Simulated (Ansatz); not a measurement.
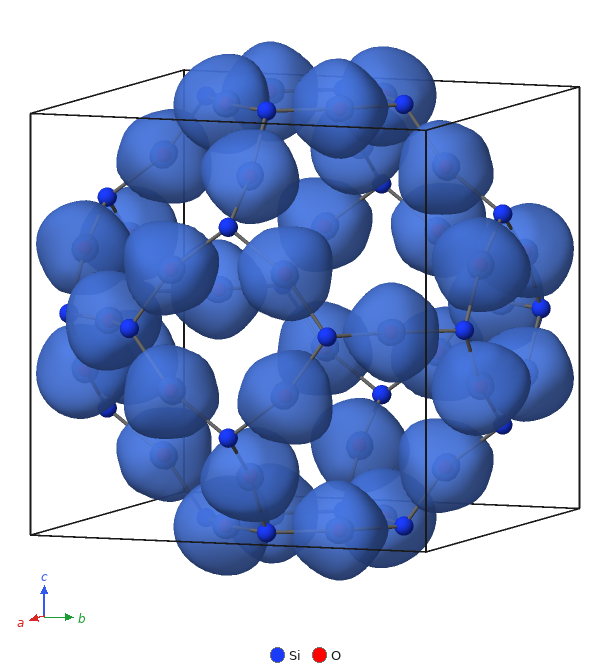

SiO$_{2}$. Isosurface of the electron localisation function at 0.6 (blue), seen slightly off an axis. Only the valence region is drawn (cores and ρ < 0.01 e/Å³ removed). Sticks mark near contacts.

Space group Im-3m; a structure from a database of computed crystals, not necessarily the ambient phase; changed on purpose from its base cell (volume × 1.10, shape and atoms relaxed); computed pressure about −9 GPa in this cell.

All numbers below come from DFT r2SCAN, scalar-relativistic, plane waves, PAW (Ansatz 0.2.0).

```xyz
36
Lattice="9.2259 0.0000 0.0000 0.0000 9.2259 0.0000 0.0000 0.0000 9.2259" Properties=species:S:1:pos:R:3 pbc="T T T"
Si    2.3065    4.6130    0.0000
Si    6.9194    0.0000    4.6130
Si    2.3065    0.0000    4.6130
Si    6.9194    4.6130    0.0000
Si    4.6130    0.0000    2.3065
Si    0.0000    4.6130    6.9194
Si    0.0000    4.6130    2.3065
Si    4.6130    0.0000    6.9194
Si    4.6130    2.3065    0.0000
Si    0.0000    6.9194    4.6130
Si    0.0000    2.3065    4.6130
Si    4.6130    6.9194    0.0000
O     5.9427    0.0000    3.2832
O     1.3297    4.6130    7.8962
O     1.3297    1.3297    4.6130
O     5.9427    5.9427    0.0000
O     5.9427    3.2832    0.0000
O     1.3297    7.8962    4.6130
O     3.2832    0.0000    3.2832
O     7.8962    4.6130    7.8962
O     1.3297    4.6130    1.3297
O     5.9427    0.0000    5.9427
O     0.0000    5.9427    3.2832
O     4.6130    1.3297    7.8962
O     0.0000    3.2832    3.2832
O     4.6130    7.8962    7.8962
O     3.2832    5.9427    0.0000
O     7.8962    1.3297    4.6130
O     0.0000    3.2832    5.9427
O     4.6130    7.8962    1.3297
O     4.6130    1.3297    1.3297
O     0.0000    5.9427    5.9427
O     3.2832    3.2832    0.0000
O     7.8962    7.8962    4.6130
O     3.2832    0.0000    5.9427
O     7.8962    4.6130    1.3297
```

> Describe the localisation domains.

The ELF exceeds this value in 24 regions on O in which the atom's valence shell and bonds are merged, counted in one cell of 36 atoms. Any copies at cell faces, edges or corners count once.

Values along the shortest contacts:
Si–O (1.65 Å): the ELF peaks at about 0.85 between the atoms, as expected for a polar covalent bond.
